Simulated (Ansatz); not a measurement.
Geometry relaxation, with input and output: Ge

Ge (P6₃/mmc, 4 atoms in the cell), computed with DFT PBEsol, scalar-relativistic, plane waves, PAW, no spin polarisation (Ansatz 0.2.0).

The structure derives from a Materials Project entry. Figures and captions count atoms from 1; the log counts them from 0 in places.

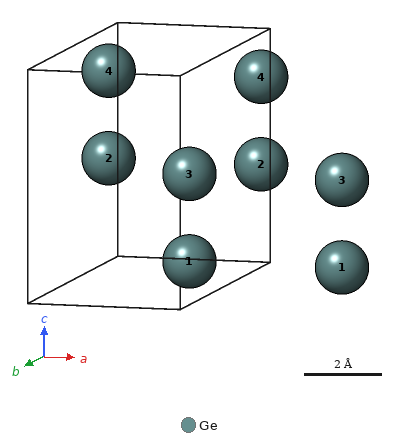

The input geometry (spheres-only view of the cell of the calculation, repeated 2 × 1 × 1, seen at an oblique angle; atoms are numbered from 1 in the order of the input). An atom can appear more than once, as a periodic image.

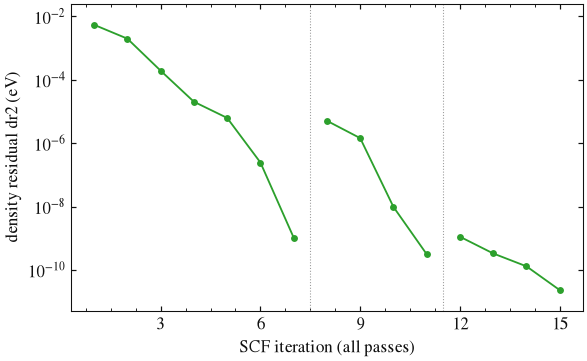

Convergence of the self-consistent field: density residual dr2 against the SCF iteration. The dotted lines part the SCF passes of the relaxation: geometry steps, rejected trials and re-solves on a re-selected basis. The passes take 7, 4 and 4 iterations.

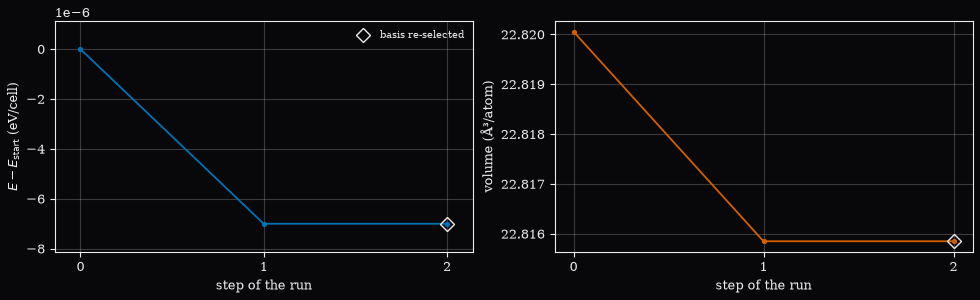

Progress of the relaxation, step by step (the first geometry is step 0 here and step 1 in the log). No atom moves by more than 0.005 Å relative to the cell. The space group stays P6_3/mmc (No. 194). The energy falls by next to nothing (0.0 meV per cell of the calculation) in 1 geometry step. Largest force component: 0.005 eV/Å at the start, 0.0045 eV/Å at the end. The pressure goes from −0.01 to 0.00 GPa. A last SCF at the same geometry on a re-selected plane-wave basis shifts the energy by next to nothing (0.0 meV per cell of the calculation). (Atoms are counted from 1 in the order of the input.)

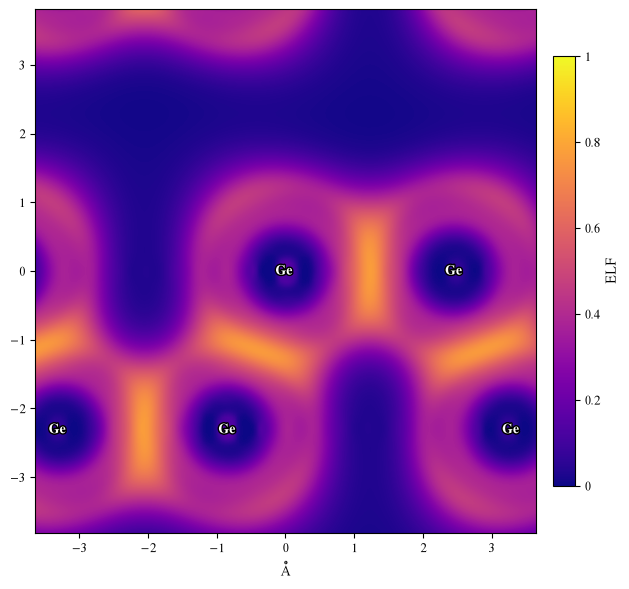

Electron localisation function on the (110) plane of the conventional cell. Atoms in the plane: Ge. The fields are those of the smooth PAW valence density.

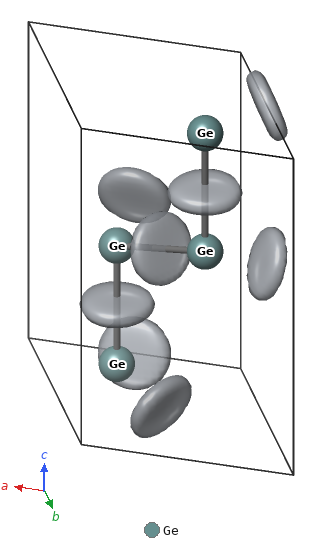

Isosurface of the electron localisation function at 0.65 (grey), seen at an oblique angle. Core shells and regions of very low density are left out. Sticks mark near contacts. The outline is the cell set on symmetry axes. Along the contacts the grid gives the following.

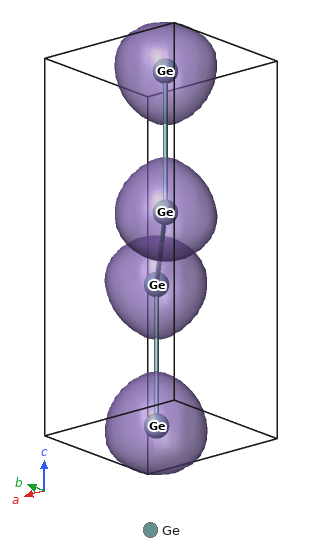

Isosurface of the valence pseudo-density at 0.6 e/Å³ (purple), seen at an oblique angle. Sticks mark near contacts. The outline is the cell set on symmetry axes. At this value the density breaks into separate islands; it holds about 75 % of the electrons treated as valence (semicore included). It is pinched off along the Ge–Ge (2.45 Å) contacts. On the grid the lowest density along these lines, outside the cores, is 0.5 e/Å³ (Ge–Ge, 2.45 Å).

The input that produced these results follows, with the program's output.

Input file:
```yaml
crystal:
  lattice:
    - [3.9986409616, 0.0, 0.0]
    - [-1.9993204808, 3.4629246533, 0.0]
    - [0.0, 0.0, 6.5920608954]
  atoms:
    - { symbol: Ge, position: [0.6666666667, 0.3333333333, 0.0627779679] }
    - { symbol: Ge, position: [0.3333333333, 0.6666666667, 0.5627779679] }
    - { symbol: Ge, position: [0.6666666667, 0.3333333333, 0.4372220321] }
    - { symbol: Ge, position: [0.3333333333, 0.6666666667, 0.9372220321] }
basis:
  ecutwfc: 420
kpoints:
  mp_grid: { grid: [12, 12, 6] }
hamiltonian:
  xc: pbesol
scf:
  occupations: { method: gaussian, width: 0.1 }
output:
  forces: true
  stress: true
  eigenvalues: true
  write_density: true
  write_potential: true
  elf: true
  volumetric_format: npy
relax:
  adjacent_minimum: "off"
  f_tol: 0.005
  max_steps: 80
  cell: { stress_tol: 0.05 }
```

Launched with:
```bash
ansatz run input.yaml --threads 2 --pin off --max-ram 5120MiB --backend cpu --events-out ev --progress --plain --runs-dir out
```

The program's output:
```
Engine: ansatz 0.2.0, aarch64-unknown-linux-gnu
Pseudopotentials: kind: paw
Pseudopotential: Ge, paw, valence charge 14, recommended cutoff 420 eV (normal), Ge.paw.azcp
Functional definition: PBEsol
  exchange = pbesol_x
  correlation = pbesol_c
Crystal: 4 atoms, lattice volume = 91.280 Å³
Basis set: ecut = 420 eV, 1787 PW (Γ), exchange–correlation on 54×54×90 points (8 copies of the dense FFT grid, shifted against one another)
Bands: 34, of which v1, the nominal top of the filled ones, is band 28 counted from 1 (27 counted from 0)
Symmetry: 24 space group operations
Space group: P63/mmc (ITA 194), of the structure as read, at distance tolerance 4.5e-5 Å
k-points: 76 of 864
Non-local potential: Ge, projectors of the file, l = 0: 2, l = 1: 2, l = 2: 3, l = 3: 1
PAW form: soft (Blöchl's): semilocal exchange-correlation on the pseudo side does not see the compensation charge
PAW frozen core: Ge, regenerated for the run's functional, and the local potential with it (the file was generated under x = pbe(κ = 0.804, μ = 0.2195149727645171), c = pbe(β = 0.06672455060314922))
PAW one-centre angular grid: Ge, 590 points (default); XC on 64 Gauss nodes
Initial density: superposition of atomic densities (neutral atoms: chi_scale 0, normalization atom), corrected by the library's trained network
Initial wavefunctions: pseudopotential atomic-orbital guess
Functional: x = pbesol(κ = 0.804, μ = 0.12345679012345678), c = pbesol(β = 0.046)
SCF iter   1: F=—  HF=-17013.926891 eV  |F-HF|=—  |Δ(HF+E_count)|=         —  Δρ=2.26e-3  dr2=5.45e-3  ethr=1.77e-3  ⟨swp⟩=5.7  Hψ=9809  notcnv=0  defer=1
preconditioner: auto → Resta (q_TF=auto, 2.515 Å⁻¹)  ε∞=2.7  [insulator: Δε(μ)=0.144 eV  Ē_g=22.480 eV  σ=0.100 eV  W_gap=0.65  n_scr=22 (ndim 8)  ℏωp=29.1 eV  f_vac=0.072  D(μ)=0.12/eV (n_scr^D=0)  ε∞_Penn≈2.7]
SCF iter   2: F=—  HF=-17013.923430 eV  |F-HF|=—  |Δ(HF+E_count)|=   3.46e-3  Δρ=1.43e-3  dr2=1.99e-3  ethr=9.74e-6  ⟨swp⟩=2.0  Hψ=5321  notcnv=0  defer=1
SCF iter   3: F=—  HF=-17013.923554 eV  |F-HF|=—  |Δ(HF+E_count)|=   1.24e-4  Δρ=6.84e-4  dr2=1.94e-4  ethr=3.55e-6  ⟨swp⟩=2.0  Hψ=4611  notcnv=0  defer=1
SCF iter   4: F=—  HF=-17013.923285 eV  |F-HF|=—  |Δ(HF+E_count)|=   2.69e-4  Δρ=1.68e-4  dr2=2.03e-5  ethr=3.47e-7  ⟨swp⟩=2.0  Hψ=4611  notcnv=0  defer=1
SCF iter   5: F=—  HF=-17013.923233 eV  |F-HF|=—  |Δ(HF+E_count)|=   5.19e-5  Δρ=1.20e-4  dr2=6.26e-6  ethr=3.62e-8  ⟨swp⟩=2.0  Hψ=3143  notcnv=0  defer=1
SCF iter   6: F=—  HF=-17013.923231 eV  |F-HF|=—  |Δ(HF+E_count)|=   1.91e-6  Δρ=2.38e-5  dr2=2.45e-7  ethr=1.12e-8  ⟨swp⟩=2.0  Hψ=4531  notcnv=0  defer=1
SCF iter   7: F=-17013.923231 eV  HF=-17013.923231 eV  |F-HF|=1.65e-9  |Δ(HF+E_count)|=   2.26e-7  Δρ=9.11e-7  dr2=1.04e-9  ethr=1.79e-10  ⟨swp⟩=10.2  Hψ=17436  notcnv=0
SCF 1 converged in 7 iterations: F = -17013.923231 eV  dr2 = 1.04e-9
  greatest PAW one-centre occupation: 0.998 electrons in one spin orbital (limit 2), on the Ge atom at site 3 (counted from 0), in its partial waves of l = 2
relax step   1: F+E_penalty+E_count = -17013.92323055 eV  Δ(F+E_penalty+E_count) = +0.000e0 eV  max|allowed force component| = 5.048e-3 eV/Å  Δτ_max = 0.0000 Å  P = -0.013 GPa  Ω = 91.280 Å³  (7 SCF iters, dr2 threshold 1.00e-7 eV, accepted)
Crystal: 4 atoms, lattice volume = 91.263 Å³
Basis set: ecut = 420 eV, 1763 PW (Γ), exchange–correlation on 54×54×90 points (8 copies of the dense FFT grid, shifted against one another)
Initial density: handed on by an earlier stage of this run
Initial wavefunctions: those handed on with the density
iter 1 solved again at ethr=6.91e-9 eV; its pass at ethr=3.10e-3 eV (dr2=3.87e-6 eV) is discarded
SCF iter   1: F=—  HF=-17013.923305 eV  |F-HF|=—  |Δ(HF+E_count)|=         —  Δρ=8.28e-5  dr2=5.08e-6  ethr=6.91e-9  ⟨swp⟩=3.1  Hψ=13122  notcnv=0
preconditioner: auto → Resta (q_TF=auto, 2.515 Å⁻¹)  ε∞=2.7  [insulator: Δε(μ)=0.163 eV  Ē_g=22.533 eV  σ=0.100 eV  W_gap=0.73  n_scr=22 (ndim 8)  ℏωp=29.1 eV  f_vac=0.064  D(μ)=0.12/eV (n_scr^D=0)  ε∞_Penn≈2.7]
SCF iter   2: F=—  HF=-17013.923239 eV  |F-HF|=—  |Δ(HF+E_count)|=   6.67e-5  Δρ=4.46e-5  dr2=1.44e-6  ethr=6.91e-9  ⟨swp⟩=2.0  Hψ=3008  notcnv=0
SCF iter   3: F=—  HF=-17013.923238 eV  |F-HF|=—  |Δ(HF+E_count)|=   4.98e-7  Δρ=2.89e-6  dr2=9.69e-9  ethr=2.57e-9  ⟨swp⟩=2.0  Hψ=3183  notcnv=0
SCF iter   4: F=-17013.923238 eV  HF=-17013.923238 eV  |F-HF|=1.82e-10  |Δ(HF+E_count)|=   1.09e-9  Δρ=6.16e-7  dr2=3.11e-10  ethr=2.84e-12  ⟨swp⟩=6.2  Hψ=12997  notcnv=0
SCF 2 converged in 4 iterations: F = -17013.923238 eV  dr2 = 3.11e-10
relax step   2: F+E_penalty+E_count = -17013.92323818 eV  Δ(F+E_penalty+E_count) = -7.626e-6 eV  max|allowed force component| = 4.492e-3 eV/Å  Δτ_max = 0.0009 Å  P = -0.003 GPa  Ω = 91.263 Å³  energy of the carried Pulay correction = +2.469e-6 eV  (4 SCF iters, dr2 threshold 1.59e-9 eV, accepted)
Initial wavefunctions: pseudopotential atomic-orbital guess (no wavefunctions were taken with the density)
iter 1 solved again at ethr=2.72e-7 eV; its pass at ethr=3.10e-3 eV (dr2=1.52e-4 eV) is discarded
SCF iter   1: F=—  HF=-17013.923302 eV  |F-HF|=—  |Δ(HF+E_count)|=         —  Δρ=1.57e-6  dr2=1.11e-9  ethr=2.72e-7  ⟨swp⟩=2.0  Hψ=15111  notcnv=0
eigensolver tolerance schedule: the retry pair's looser diagonalisation over-reported the residual by 137371.81 of it (diagonalisation noise at an unbounded share of the residual, at the tolerance the schedule requests for it); recorded, not acted on — ethr = c·dr2/N_el stays at c = 1.0e-1
SCF iter   2: F=—  HF=-17013.923238 eV  |F-HF|=—  |Δ(HF+E_count)|=   6.46e-5  Δρ=7.83e-7  dr2=3.29e-10  ethr=1.98e-12  ⟨swp⟩=3.0  Hψ=6847  notcnv=0
SCF iter   3: F=—  HF=-17013.923238 eV  |F-HF|=—  |Δ(HF+E_count)|=  2.95e-10  Δρ=4.31e-7  dr2=1.29e-10  ethr=1.00e-12  ⟨swp⟩=2.0  Hψ=4104  notcnv=0
SCF iter   4: F=-17013.923238 eV  HF=-17013.923238 eV  |F-HF|=4.37e-11  |Δ(HF+E_count)|=  4.00e-11  Δρ=2.03e-7  dr2=2.29e-11  ethr=1.00e-12  ⟨swp⟩=4.5  Hψ=11968  notcnv=0
SCF 3 converged in 4 iterations: F = -17013.923238 eV  dr2 = 2.29e-11
relax step   3: F+E_penalty+E_count = -17013.92323759 eV  Δ(F+E_penalty+E_count) = +5.893e-7 eV  max|allowed force component| = 4.493e-3 eV/Å  Δτ_max = 0.0000 Å  P = -0.003 GPa  Ω = 91.263 Å³  stress off target by 3.05e-2 GPa  SCF on the basis re-selected at this cell (its energy is not comparable with the rows above)  (4 SCF iters)
basis re-selected at this cell: Δ(F+E_penalty+E_count) = +5.893e-7 eV, ΔP = +0.000 GPa vs the last step (what re-selecting the basis moved, of the pressure what is left beyond the Pulay correction that the steps carried, after the strain that the cell walked since its last selection, with what the two solves' SCF thresholds leave and, on support functions, any second-order correction that the steps lacked; it is no measure of the basis error at this ecutwfc). This SCF's stress stands 3.05e-2 GPa from its target on what of the cell is left free (relax.cell.stress_tol is 5.00e-2 GPa) and its largest allowed force component is 4.49e-3 eV/Å (relax.f_tol is 5.00e-3 eV/Å): within both
SCF converged after 4 iterations
Free energy (F): -17013.923238 eV
Harris-Foulkes:  -17013.923238 eV  (|F-HF|=4.37e-11)
Internal energy: -17013.922634 eV  (E = F + TS)
E sigma→0 (E₀):  -17013.922936 eV
Entropy (-TS):   -0.000604 eV (-0.151 meV/atom)
Fermi energy:    8.410456 eV
--- Per-component energies (eV) ---
  E_band       = -610.119440
  E_kinetic    = 446.081127
  E_local      = -9925.184823  (includes V_loc(G=0)·N_el)
  E_nonlocal   = 1680.725976
  E_hartree    = 4350.332810
  E_xc         = -299.777615
  E_vxc        = -258.813956  (∫ρ·V_xc dr)
  E_paw        = -7916.687286  (= ΣΔE_a)
  E_vpaw       = -1253.595249  (= ΣTr[D̂ρ^β])
  E_aug_tail   = 0.001401  (compensation charges beyond the density's cutoff)
  E_ewald      = -5353.085970
  E_core_change = 3.671745  (= ΣΔE_core)
  E_smearing   = -0.000604  (= −TS)
  E_closure    = -0.000000  (closes the sum)
  Σ components = -17013.923238   (vs F -17013.923238, Δ=0.00e0)
--- Forces (eV/Å), atoms counted from 1 ---
  atom   1  Ge     0.00000000     0.00000000    -0.00449328
  atom   2  Ge    -0.00000000    -0.00000000    -0.00449328
  atom   3  Ge    -0.00000000     0.00000000     0.00449328
  atom   4  Ge     0.00000000    -0.00000000     0.00449328
  max |Σ_I F_I| component: 1.85e-17 eV/Å
--- Stress (GPa, compression-positive) ---
        0.011148       0.000000       0.000000
        0.000000       0.011148       0.000000
        0.000000       0.000000      -0.030476
  P = ⅓ Tr σ = -0.0027 GPa (-0.027 kbar)
--- Band table (eV; the first three rows and the last of 76) ---
  k-point 0: bands = ["-16.5006", "-16.5006", "-16.4625", "-16.4623", "-16.4623", "-16.4494", "-16.4368", "-16.4368", "-16.3845", "-16.3845", "-16.2602", "-16.2602", "-16.2465", "-16.2306", "-16.2269", "-16.2269", "-16.2088", "-16.2088", "-16.1790", "-16.1790", "-4.4103", "-2.3597", "0.7497", "6.9055", "6.9055", "8.2296", "8.2462", "8.3466", "8.5117", "8.5117", "10.6250", "10.6250", "11.1185", "12.9189"]
  k-point 1: bands = ["-16.4987", "-16.4987", "-16.4668", "-16.4668", "-16.4613", "-16.4499", "-16.4320", "-16.4320", "-16.3880", "-16.3880", "-16.2575", "-16.2575", "-16.2458", "-16.2320", "-16.2292", "-16.2292", "-16.2062", "-16.2062", "-16.1808", "-16.1808", "-4.3265", "-2.6269", "1.1861", "6.6831", "6.9793", "6.9793", "8.3331", "8.3331", "8.3362", "9.5296", "10.8034", "10.8034", "11.1991", "12.7236"]
  k-point 2: bands = ["-16.4933", "-16.4933", "-16.4757", "-16.4757", "-16.4583", "-16.4516", "-16.4216", "-16.4216", "-16.3973", "-16.3973", "-16.2508", "-16.2508", "-16.2436", "-16.2355", "-16.2349", "-16.2349", "-16.2000", "-16.2000", "-16.1856", "-16.1856", "-4.0784", "-3.1606", "2.2227", "5.0757", "7.1949", "7.1949", "7.9430", "7.9430", "8.6024", "9.5108", "11.2175", "11.2175", "12.2646", "12.2646"]
  k-point 75: bands = ["-16.5164", "-16.5164", "-16.4933", "-16.4933", "-16.4273", "-16.4273", "-16.3627", "-16.3627", "-16.3389", "-16.3389", "-16.3220", "-16.3220", "-16.2864", "-16.2864", "-16.2555", "-16.2555", "-16.1819", "-16.1819", "-16.1566", "-16.1566", "-1.2996", "-1.2996", "0.2142", "0.2142", "4.0753", "4.0753", "6.3635", "6.3635", "9.5868", "9.5868", "12.4337", "12.4337", "14.1440", "14.1440"]
--- Relaxed structure (2 steps of the walk, 2 accepted, 1 SCFs on fresh bases) ---
  F+E_penalty+E_count = -17013.92323759 eV   max|allowed force component| = 4.493e-3 eV/Å   (the final SCF, on the basis selected at the relaxed cell)
  cell:  # Å, volume = 91.2634 Å³
    - [3.9969678642059714, 0.0, 0.0]
    - [-1.9984839321029857, 3.4614757085124017, 0.0]
    - [0.0, 0.0, 6.59636513538382]
  atoms:
    - { symbol: Ge, position: [0.6666666666666666, 0.3333333333333333, 0.06291185653128789] }
    - { symbol: Ge, position: [0.3333333333333333, 0.6666666666666666, 0.5629118565312878] }
    - { symbol: Ge, position: [0.6666666666666666, 0.3333333333333333, 0.4370881434687121] }
    - { symbol: Ge, position: [0.3333333333333333, 0.6666666666666666, 0.937088143468712] }
```

Trajectory as extended XYZ (Å, eV, eV/Å), 3 frames, from step=1 to step=3:
```
4
Lattice="3.9986 0.0000 0.0000 -1.9993 3.4629 0.0000 0.0000 0.0000 6.5921" Properties=species:S:1:pos:R:3:forces:R:3 step=1 energy=-17013.92323 pressure_GPa=-0.01
Ge    1.9993    1.1543    0.4138    0.0000   0.0000   0.0050
Ge    0.0000    2.3086    3.7099    0.0000   0.0000   0.0050
Ge    1.9993    1.1543    2.8822    0.0000   0.0000  -0.0050
Ge    0.0000    2.3086    6.1782    0.0000   0.0000  -0.0050
4
Lattice="3.9970 0.0000 0.0000 -1.9985 3.4615 0.0000 0.0000 0.0000 6.5964" Properties=species:S:1:pos:R:3:forces:R:3 step=2 energy=-17013.92324 pressure_GPa=-0.00
Ge    1.9985    1.1538    0.4150    0.0000   0.0000  -0.0045
Ge    0.0000    2.3077    3.7132    0.0000   0.0000  -0.0045
Ge    1.9985    1.1538    2.8832    0.0000   0.0000   0.0045
Ge    0.0000    2.3077    6.1814    0.0000   0.0000   0.0045
4
Lattice="3.9970 0.0000 0.0000 -1.9985 3.4615 0.0000 0.0000 0.0000 6.5964" Properties=species:S:1:pos:R:3:forces:R:3 step=3 energy=-17013.92324 pressure_GPa=-0.00
Ge    1.9985    1.1538    0.4150    0.0000   0.0000  -0.0045
Ge    0.0000    2.3077    3.7132    0.0000   0.0000  -0.0045
Ge    1.9985    1.1538    2.8832    0.0000   0.0000   0.0045
Ge    0.0000    2.3077    6.1814    0.0000   0.0000   0.0045
```

Summary:

| quantity | value |
| --- | --- |
| outcome | converged |
| space group (tolerance 0.01 Å) | P6₃/mmc (194) |
| electrons treated | 56 |
| free energy | −17013.9232 eV |
| Fermi energy | 8.410 eV |
| gap on the k-point mesh | none (metallic) |
| pressure | 0.00 GPa |
| final volume | 91.26 Å³ |
| largest force (length of the vector) at the end | 0.004 eV/Å |
| final cell | a = 3.997 Å, b = 3.997 Å, c = 6.596 Å, α = 90.00°, β = 90.00°, γ = 120.00° |
| hardware | 2 threads of Arm Neoverse V2, 24 GiB of memory available, shared host |
| wall time | 15 s (CPU time 30 s) |
| peak memory | 0.47 GiB |
